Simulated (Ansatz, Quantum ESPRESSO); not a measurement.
# Equation of state of B2 CoAl

How stiff is B2 CoAl under hydrostatic load? Each row relaxes cell and atoms at a set pressure. The phase is followed to these pressures whether or not it stays the stable one.

Calculated with Ansatz 0.2.0, PBEsol, PAW files of the set soft_1, cutoff 600 eV, Fermi–Dirac smearing 0.05 eV, k-mesh 15×15×15, no spin polarisation, no spin-orbit coupling.

Reference cell, relaxed at zero pressure with PBEsol (Pm-3m): a = 2.8225 Å, b = 2.8225 Å, c = 2.8225 Å, α = 90.00°, β = 90.00°, γ = 90.00°.

```
atom       x       y       z
  Co  0.5000  0.5000  0.5000
  Al  0.0000  0.0000  0.0000
```

| V (Å³/atom) | V/V0 | P (GPa) | E − E0 (meV/atom) |
| --- | --- | --- | --- |
| 11.4889 | 1.0219 | −4.000 | 3.1 |
| 10.7293 | 0.9543 | 9.992 | 15.4 |
| 10.5121 | 0.9350 | 15.001 | 32.3 |
| 10.3154 | 0.9175 | 20.001 | 53.7 |
| 9.9699 | 0.8868 | 29.999 | 107.3 |

V0 = 11.2428 Å³ an atom, where the residual pressure P0 is +0.002 GPa. **Question.** Fit the Birch–Murnaghan law and give the pressure and the energy at V = 10.9704 Å³ an atom, a row left out above.

With the Eulerian strain f = ½[(V0/V)^(2/3) − 1] and F = (P − P0)/[3f(1 + 2f)^(5/2)], the third-order law is the line F = B0 + (3/2) B0 (B′ − 4) f.

```
       f  F (GPa)
 0.04170   196.27
 0.02954   195.53
 0.02291   195.11
 0.01583   194.61
−0.00717   193.00
```

A straight line through the 5 rows: the means are 0.02056 for f and 194.9 for F, Σ(Δx)² = 0.001324 and ΣΔxΔy = 0.08917, so the slope is 0.08917/0.001324 = 67.33 and the intercept 194.9 − (67.33)(0.02056) = 193.52.

Hence B0 = 193.5 GPa and B′ = 4 + (67.3)/(1.5 × 193.5) = 4.23. For the withheld volume f = 0.00824, F = 194.07 GPa and P = 5.00 GPa. The run itself gives 5.00 GPa, so the estimate misses by 0.00 GPa, a rounding's worth.

Integrating the same law gives E − E0 = (9/2) B0 V0 f²[1 + (B′ − 4) f] + P0(V0 − V), with 1 GPa Å³ = 6.2415 meV: 4.2 meV an atom. The run itself gives 4.2 meV, so the estimate misses by 0.0 meV, a rounding's worth.

The same fit over all rows at other levels or in other programs gives B0 = 195 GPa with PBEsol (Quantum ESPRESSO, GBRV).

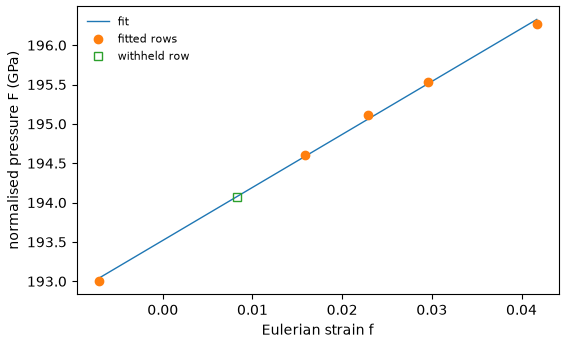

The fitted law, the rows behind it and the withheld row.

[Logs are printed without paths, hosts, clocks, repeated set-up lines and the standing remarks that a program may print on its own settings, such as how far it seeks lower states.]
